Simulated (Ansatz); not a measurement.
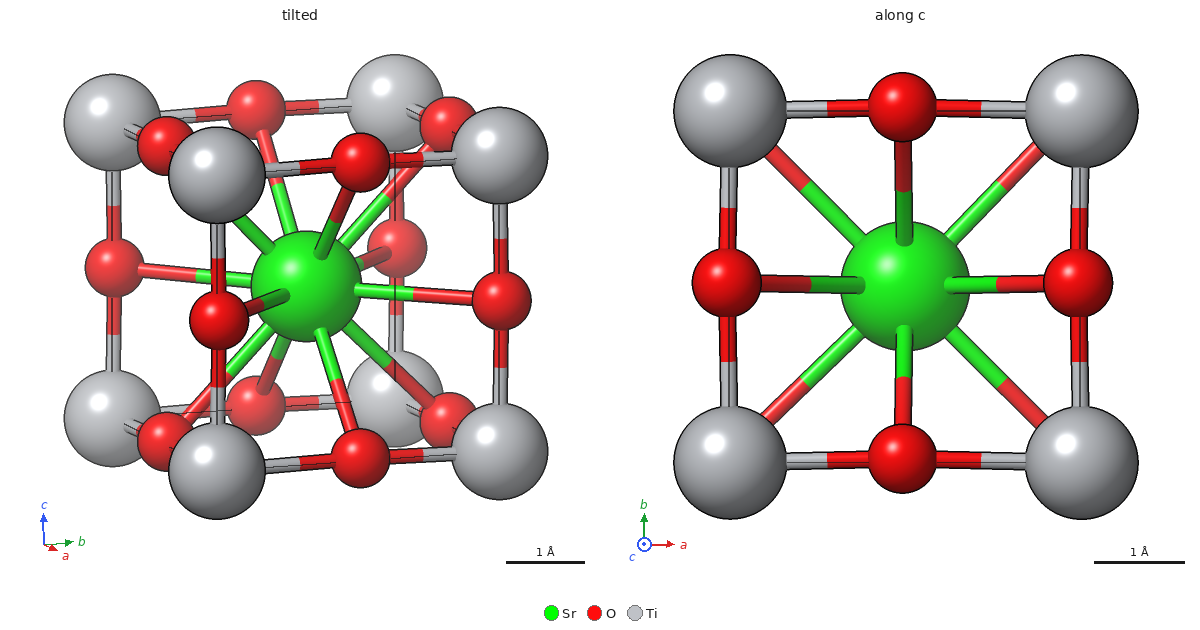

Figure: ball-and-stick view slightly off an axis and along the c axis. One unit cell is outlined, and atoms on its boundary appear in each equivalent place.

Cell constants: a = 3.91 Å, b = 3.91 Å, c = 3.91 Å, α = 89.98°, β = 90.02°, γ = 90.04°.

Contacts drawn as bonds: O–Sr up to 3.39 Å, O–Ti up to 2.41 Å (cut-off distances).

Question: What is the formula unit?

Answer: SrTiO3. The cell holds 1 Sr, 1 Ti, 3 O, counting shared atoms by their share.

Question: In how many dimensions do the bonds extend?

Answer: The bonds build a three-dimensional framework.

Question: Name the symmetric structure of which this is a distorted version.

Answer: Strictly the space group is Cm (No. 8, within 0.01 Å). It is a distorted form of a primitive cubic structure, space group Pm-3m (No. 221) within 0.25 Å: cubic perovskite.

The model was built from a known structure type with the cell strained and the atoms shaken on purpose. What is shown is the relaxed result from Ansatz, DFT, PAW plane waves, r2SCAN.
